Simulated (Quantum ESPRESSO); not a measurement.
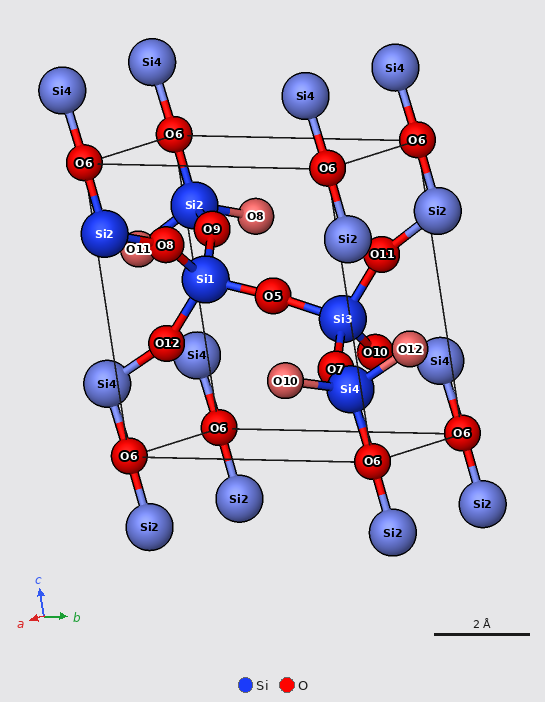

Fig. 1: The input geometry (ball-and-stick view of the cell of the calculation, set on other vectors, seen slightly off an axis; neighbours outside the cell are drawn fainter; atoms are numbered from 1 in the order of the input). Near neighbours in the crystal (not all of them lie inside the picture): Si has 4 O at 1.53 to 1.73 Å; O has 2 Si at 1.53 to 1.73 Å.

# Run report: SiO2, single-point calculation

- system: SiO2 (P1, 12 atoms in the cell)
- method: Kohn-Sham DFT of a periodic cell, PBE, SSSP 1.3 efficiency PBE, no spin polarisation (Quantum ESPRESSO 7.5)

The structure derives from a Materials Project entry.

**The input**
```
&CONTROL
  calculation = 'scf'
  prefix = 'pwscf'
  outdir = './tmp'
  pseudo_dir = './pseudo'
  tprnfor = .true.
  tstress = .true.
  disk_io = 'nowf'
/
&SYSTEM
  ibrav = 0
  nat = 12
  ntyp = 2
  ecutwfc = 55
  ecutrho = 440
  nbnd = 43
  occupations = 'smearing'
  smearing = 'fd'
  degauss = 0.00367493
/
&ELECTRONS
  conv_thr = 2.4d-09
  electron_maxstep = 120
  mixing_beta = 0.5
/
ATOMIC_SPECIES
Si    28.0850 Si.pbe-n-rrkjus_psl.1.0.0.UPF
O     15.9990 O.pbe-n-kjpaw_psl.0.1.UPF
CELL_PARAMETERS angstrom
  -2.6233364600    4.7767535050    4.4416747250
   2.6233364600   -4.7767535050    4.4416747250
   2.6233364600    4.7767535050   -4.4416747250
ATOMIC_POSITIONS crystal
Si     0.2683490000    0.8411340000    0.4115610000
Si     0.0660820000    0.1656520000    0.9340710000
Si     0.7414700000    0.1583020000    0.5858760000
Si     0.9238080000    0.8435040000    0.0835470000
O      0.4991420000   -0.0022020000    0.5073380000
O      0.0009500000   -0.0013330000    0.0017770000
O      0.7943840000    0.0092960000    0.2951580000
O      0.2040690000    0.5043480000    0.2115080000
O      0.2117820000   -0.0044910000    0.7077830000
O      0.7769590000    0.4899250000    0.7854200000
O      0.8731920000    0.1308380000    0.7637740000
O      0.1285170000    0.8880670000    0.2530250000
K_POINTS automatic
6 6 6 0 0 0
```

Launched with:
```bash
OMP_NUM_THREADS=1 mpirun -n 2 pw.x -nk 2 -in pw.in > pw.out
```

**Log**
```
This program is part of the open-source Quantum ESPRESSO suite
     for quantum simulation of materials; please cite
         "P. Giannozzi et al., J. Phys.:Condens. Matter 21 395502 (2009);
         "P. Giannozzi et al., J. Phys.:Condens. Matter 29 465901 (2017);
         "P. Giannozzi et al., J. Chem. Phys. 152 154105 (2020);
          URL
     in publications or presentations arising from this work. More details at

     file O.pbe-n-kjpaw_psl.0.1.UPF: wavefunction(s)  2P renormalized

     K-points division:     npool     =       2
     Subspace diagonalization in iterative solution of the eigenvalue problem:
     a serial algorithm will be used

     G-vector sticks info
     --------------------
     sticks:   dense  smooth     PW     G-vecs:    dense   smooth      PW
     Sum        6057    3027    931               234209    82771   14163

     Using Slab Decomposition

     bravais-lattice index     =            0
     lattice parameter (alat)  =      13.2857  a.u.
     unit-cell volume          =    1502.4159 (a.u.)^3
     number of atoms/cell      =           12
     number of atomic types    =            2
     number of electrons       =        64.00
     number of Kohn-Sham states=           43
     kinetic-energy cutoff     =      55.0000  Ry
     charge density cutoff     =     440.0000  Ry
     scf convergence threshold =      2.4E-09
     mixing beta               =       0.5000
     number of iterations used =            8  plain     mixing
     Exchange-correlation= SLA  PW   PBX  PBC
                           (   1   4   3   4   0   0   0)

     celldm(1)=  13.285694  celldm(2)=   0.000000  celldm(3)=   0.000000
     celldm(4)=   0.000000  celldm(5)=   0.000000  celldm(6)=   0.000000

     crystal axes: (cart. coord. in units of alat)
               a(1) = (  -0.373137   0.679434   0.631773 )
               a(2) = (   0.373137  -0.679434   0.631773 )
               a(3) = (   0.373137   0.679434  -0.631773 )

     reciprocal axes: (cart. coord. in units 2 pi/alat)
               b(1) = (  0.000000  0.735906  0.791423 )
               b(2) = (  1.339990  0.000000  0.791423 )
               b(3) = (  1.339990  0.735906  0.000000 )

     PseudoPot. # 1 for Si read from file:
     Si.pbe-n-rrkjus_psl.1.0.0.UPF
     Pseudo is Ultrasoft + core correction, Zval =  4.0
     Generated using "atomic" code by A. Dal Corso  v.5.1
     Using radial grid of 1141 points,  6 beta functions with:
                l(1) =   0
                l(2) =   0
                l(3) =   1
                l(4) =   1
                l(5) =   2
                l(6) =   2
     Q(r) pseudized with 0 coefficients

     PseudoPot. # 2 for O  read from file:
     O.pbe-n-kjpaw_psl.0.1.UPF
     Pseudo is Projector augmented-wave + core cor, Zval =  6.0
     Generated using "atomic" code by A. Dal Corso  v.5.0.99 svn rev. 10869
     Shape of augmentation charge: BESSEL
     Using radial grid of 1095 points,  4 beta functions with:
                l(1) =   0
                l(2) =   0
                l(3) =   1
                l(4) =   1
     Q(r) pseudized with 0 coefficients

     atomic species   valence    mass     pseudopotential
     Si                4.00    28.08500     Si( 1.00)
     O                 6.00    15.99900     O ( 1.00)

     No symmetry found

   Cartesian axes

     site n.     atom                  positions (alat units)
         1        Si     tau(   1) = (   0.3672962  -0.1095411   0.4409286  )
         2        Si     tau(   2) = (   0.3856900   0.5669886  -0.4437179  )
         3        Si     tau(   3) = (   0.0010105   0.7942885   0.1983112  )
         4        Si     tau(   4) = (   0.0012101   0.1113260   1.0637580  )
         5        O      tau(   5) = (   0.0022366   0.6853331  -0.0065692  )
         6        O      tau(   6) = (  -0.0001888   0.0027585  -0.0013646  )
         7        O      tau(   7) = (  -0.1828111   0.7339561   0.3212707  )
         8        O      tau(   8) = (   0.1909668  -0.0603141   0.3139339  )
         9        O      tau(   9) = (   0.1834007   0.6278353  -0.3161976  )
        10        O      tau(  10) = (   0.1859664   0.7286620   0.3041762  )
        11        O      tau(  11) = (   0.0079926   1.0233150   0.1517874  )
        12        O      tau(  12) = (   0.3778295  -0.3441504   0.4823963  )

     number of k points=   112  Fermi-Dirac smearing, width (Ry)=  0.0037

     Number of k-points >= 100: set verbosity='high' to print them.

     Dense  grid:   234209 G-vectors     FFT dimensions: (  90,  90,  90)

     Smooth grid:    82771 G-vectors     FFT dimensions: (  64,  64,  64)

     Initial potential from superposition of free atoms

     starting charge      63.9978, renormalised to      64.0000
     Starting wfcs are   48 randomized atomic wfcs
     Checking if some PAW data can be deallocated...

     Self-consistent Calculation

     iteration #  1     ecut=    55.00 Ry     beta= 0.50
     Davidson diagonalization with overlap
     ethr =  1.00E-02,  avg # of iterations =  3.3

     total energy              =    -379.21024256 Ry
     estimated scf accuracy    <       3.26257603 Ry

     iteration #  2     ecut=    55.00 Ry     beta= 0.50
     Davidson diagonalization with overlap
     ethr =  5.10E-03,  avg # of iterations =  2.0

     total energy              =    -380.22420266 Ry
     estimated scf accuracy    <       0.32121198 Ry

     iteration #  3     ecut=    55.00 Ry     beta= 0.50
     Davidson diagonalization with overlap
     ethr =  5.02E-04,  avg # of iterations =  8.3

     total energy              =    -380.24583729 Ry
     estimated scf accuracy    <       0.04012026 Ry

     iteration #  4     ecut=    55.00 Ry     beta= 0.50
     Davidson diagonalization with overlap
     ethr =  6.27E-05,  avg # of iterations =  5.5

     total energy              =    -380.25453859 Ry
     estimated scf accuracy    <       0.01210777 Ry

     iteration #  5     ecut=    55.00 Ry     beta= 0.50
     Davidson diagonalization with overlap
     ethr =  1.89E-05,  avg # of iterations =  6.2

     total energy              =    -380.25394838 Ry
     estimated scf accuracy    <       0.00304268 Ry

     iteration #  6     ecut=    55.00 Ry     beta= 0.50
     Davidson diagonalization with overlap
     ethr =  4.75E-06,  avg # of iterations =  4.9

     total energy              =    -380.25437498 Ry
     estimated scf accuracy    <       0.00015224 Ry

     iteration #  7     ecut=    55.00 Ry     beta= 0.50
     Davidson diagonalization with overlap
     ethr =  2.38E-07,  avg # of iterations =  3.3

     total energy              =    -380.25440340 Ry
     estimated scf accuracy    <       0.00002423 Ry

     iteration #  8     ecut=    55.00 Ry     beta= 0.50
     Davidson diagonalization with overlap
     ethr =  3.79E-08,  avg # of iterations =  2.5

     total energy              =    -380.25441087 Ry
     estimated scf accuracy    <       0.00000042 Ry

     iteration #  9     ecut=    55.00 Ry     beta= 0.50
     Davidson diagonalization with overlap
     ethr =  6.55E-10,  avg # of iterations =  4.9

     total energy              =    -380.25441110 Ry
     estimated scf accuracy    <       0.00000118 Ry

     iteration # 10     ecut=    55.00 Ry     beta= 0.50
     Davidson diagonalization with overlap
     ethr =  6.55E-10,  avg # of iterations =  3.0

     total energy              =    -380.25441128 Ry
     estimated scf accuracy    <       0.00000006 Ry

     iteration # 11     ecut=    55.00 Ry     beta= 0.50
     Davidson diagonalization with overlap
     ethr =  9.17E-11,  avg # of iterations =  2.0

     total energy              =    -380.25441129 Ry
     estimated scf accuracy    <          9.1E-09 Ry

     iteration # 12     ecut=    55.00 Ry     beta= 0.50
     Davidson diagonalization with overlap
     ethr =  1.42E-11,  avg # of iterations =  2.5

     End of self-consistent calculation

     Number of k-points >= 100: set verbosity='high' to print the bands.

     the Fermi energy is     3.0685 ev

!    total energy              =    -380.25441129 Ry
     estimated scf accuracy    <          3.5E-10 Ry
     smearing contrib. (-TS)   =       0.00000000 Ry
     internal energy E=F+TS    =    -380.25441129 Ry

     The total energy is F=E-TS. E is the sum of the following terms:
     one-electron contribution =    -289.94073105 Ry
     hartree contribution      =     172.47322016 Ry
     xc contribution           =     -85.92340996 Ry
     ewald contribution        =    -100.90749364 Ry
     one-center paw contrib.   =     -75.95599679 Ry

     convergence has been achieved in  12 iterations

     Forces acting on atoms (cartesian axes, Ry/au):

     atom    1 type  1   force =     0.12298424   -0.10942883   -0.09442760
     atom    2 type  1   force =    -0.14558912    0.00852777    0.10142076
     atom    3 type  1   force =    -0.03246937    0.03405148   -0.06348650
     atom    4 type  1   force =    -0.04776016    0.03218678   -0.01068436
     atom    5 type  2   force =    -0.01975348    0.06576167    0.12538469
     atom    6 type  2   force =     0.00062627    0.00722459   -0.03256299
     atom    7 type  2   force =     0.02272559   -0.01491648   -0.02784781
     atom    8 type  2   force =    -0.02993813    0.03646846   -0.01410337
     atom    9 type  2   force =     0.06031643   -0.02420653   -0.03385213
     atom   10 type  2   force =     0.09272697   -0.01070362    0.06289039
     atom   11 type  2   force =    -0.00557292   -0.07073371   -0.00896799
     atom   12 type  2   force =    -0.01829634    0.04576844   -0.00376310

     Total force =     0.358235     Total SCF correction =     0.000020

     Computing stress (Cartesian axis) and pressure

          total   stress  (Ry/bohr**3)                   (kbar)     P=       37.11
   0.00020931  -0.00004122   0.00021743           30.79       -6.06       31.98
  -0.00004122   0.00013040   0.00000168           -6.06       19.18        0.25
   0.00021743   0.00000168   0.00041715           31.98        0.25       61.36

=------------------------------------------------------------------------------=
   JOB DONE.
=------------------------------------------------------------------------------=
```

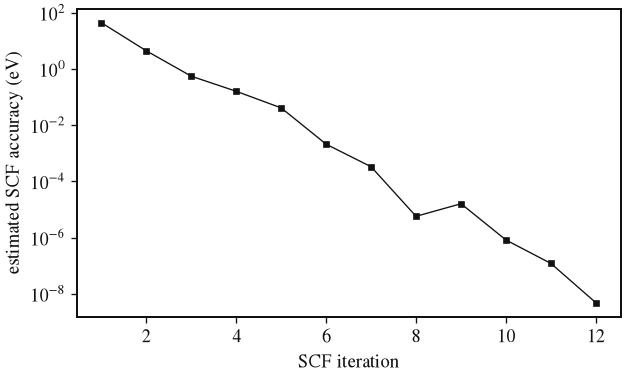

Fig. 2: Convergence of the self-consistent field: estimated SCF accuracy against the iteration. The field takes 12 iterations in all.

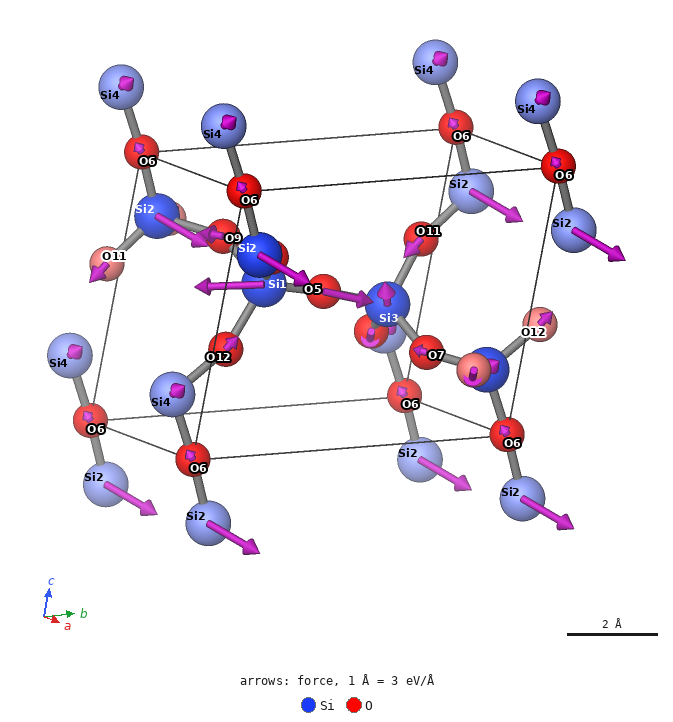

Fig. 3: Forces on the atoms as pink arrows (ball-and-stick view of the cell of the calculation, set on other vectors, seen slightly off an axis; neighbours outside the cell are drawn fainter; atoms are numbered from 1 in the order of the input). The largest act on Si1 (4.88 eV/Å); Si2 (4.57 eV/Å); O5 (3.68 eV/Å); O10 (2.89 eV/Å), among others. The geometry is not a stationary point of this energy.

**Summary**

```json
{"quantity": "outcome", "value": "converged"}
{"quantity": "space group (tolerance 0.01 Å)", "value": "P1 (1)"}
{"quantity": "electrons treated", "value": "64"}
{"quantity": "free energy", "value": "−5173.6248 eV"}
{"quantity": "Fermi energy", "value": "3.069 eV"}
{"quantity": "gap on the k-point mesh", "value": "5.09 eV"}
{"quantity": "pressure", "value": "3.71 GPa"}
{"quantity": "largest force (length of the vector)", "value": "4.879 eV/Å"}
{"quantity": "hardware", "value": "2 threads of Arm Neoverse V2, 24 GiB of memory available, shared host"}
{"quantity": "wall time", "value": "10 min (CPU time 20 min)"}
{"quantity": "peak memory", "value": "1.8 GiB"}
```
